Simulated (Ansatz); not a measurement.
Input file:

```
crystal:
  lattice:
    - [0.0, 2.7825565177, 2.7825565177]
    - [2.7825565177, 0.0, 2.7825565177]
    - [2.7825565177, 2.7825565177, 0.0]
  atoms:
    - { symbol: Nb, position: [0.0, 0.0, 0.0], spin: 1.0 }
    - { symbol: As, position: [0.25, 0.25, 0.25] }
basis:
  ecutwfc: 500
kpoints:
  mp_grid: { grid: [12, 12, 12] }
hamiltonian:
  xc: r2scan
scf:
  occupations: { method: gaussian, width: 0.1 }
  lower_state_search: "off"
output:
  forces: true
  stress: true
  eigenvalues: true
  populations: true
  write_density: true
  write_potential: true
  elf: true
  volumetric_format: npy
magnetization:
  spin_polarized: true
```

Launched as:

```sh
ansatz run input.yaml --threads 1 --pin off --max-ram 2560MiB --backend cpu --events-out ev --progress --plain --runs-dir out
```

Below, planes, directions and counts refer to the conventional cell (a = 5.57 Å, b = 5.57 Å, c = 5.57 Å, α = 90.00°, β = 90.00°, γ = 90.00°).

Space group F-43m; started from the zinc blende prototype, which need not be the ambient phase; computed pressure about 15 GPa in this cell; spin-polarised.

The calculation used Ansatz 0.2.0, DFT r2SCAN, scalar-relativistic, plane waves, PAW.

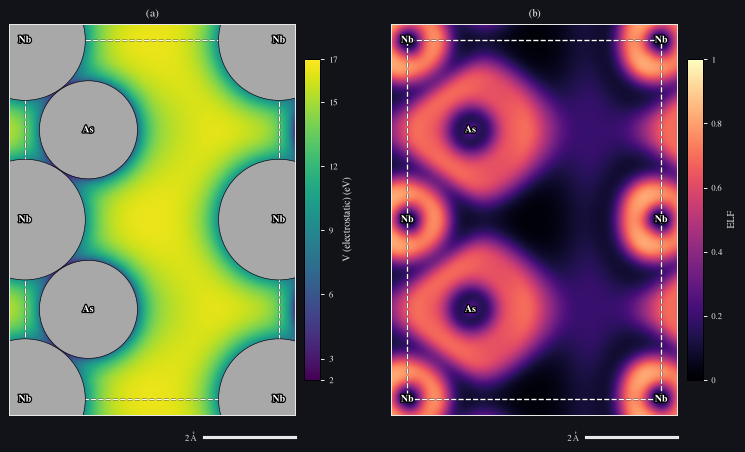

NbAs. (a) electrostatic potential energy of an electron; (b) ELF on the (110) plane of the conventional cell. Grey discs cover the atomic cores in the potential map.

In a PAW calculation such maps are meaningful between the atoms, not at the nuclei.

### Interpret the plot.

The plane passes through Nb and As nuclei.
Nb–As (2.41 Å): the ELF is about 0.45 at the midpoint.
The features right at Nb lie inside the PAW spheres, where the map follows smoothed inner orbitals and isn't to be read closely.
Outside the cores the potential energy rises away from the atoms and is highest about 2.4 Å from the nearest atoms; its zero is arbitrary.
